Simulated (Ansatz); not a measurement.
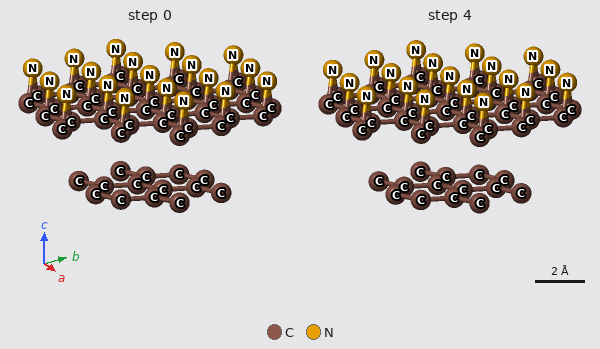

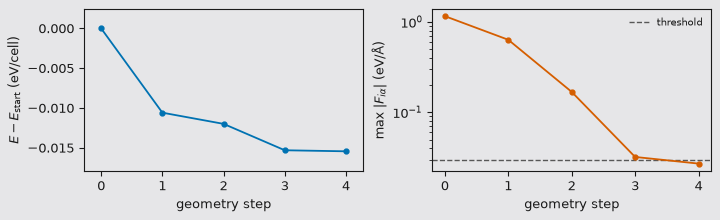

First and last geometry of a constrained relaxation of a slab of composition C₈N (cut from the Fmmm phase), with the history of the run. The picture is a ball-and-stick view of the atoms within 5.8 Å of the atom that moves most (axes of the 3 × 3 repeat of the cell, outlined in the plane, without the vacuum), seen slightly off an axis.

Case: N put at a bridge C-C site. The slab is the (0 0 1) face of C with N on it. 4 atoms are held fixed.

Theory: DFT PBE+D3(BJ), scalar-relativistic, plane waves, PAW in Ansatz 0.2.0. (plane-wave cutoff 420 eV; k-point mesh 12 × 12 × 1; occupations gaussian; smearing width 0.1 eV; no spin polarisation; dipole correction; atoms relaxed in a fixed cell; force threshold 0.03 eV/Å; at most 70 steps)

Q: Did the run converge, and what did it change?

A: It converged. The energy falls by 15.4 meV per cell of the calculation in 4 geometry steps. The largest force component goes from 1.2 to 0.027 eV/Å. The largest move is that of the N atom, 0.056 Å along the normal (−c). By element the largest moves are N 0.056 Å, C 0.051 Å. The cell stays as it was. Near-neighbour distances that change, for instance: C–C 1.423 → 1.401 Å, C–C 1.423 → 1.434 Å, C–N 1.482 → 1.471 Å. Cost: 3.1 min on 2 threads of Intel(R) Xeon(R) Processor @ 2.50GHz (Skylake/Cascade Lake), with other jobs on the host, peak memory 0.59 GiB.

Limits of the set-up: the cell has an odd number of electrons but was run without spin polarisation; the periodic images lie only 2.5 Å apart, so the values are limited by the cell's size.
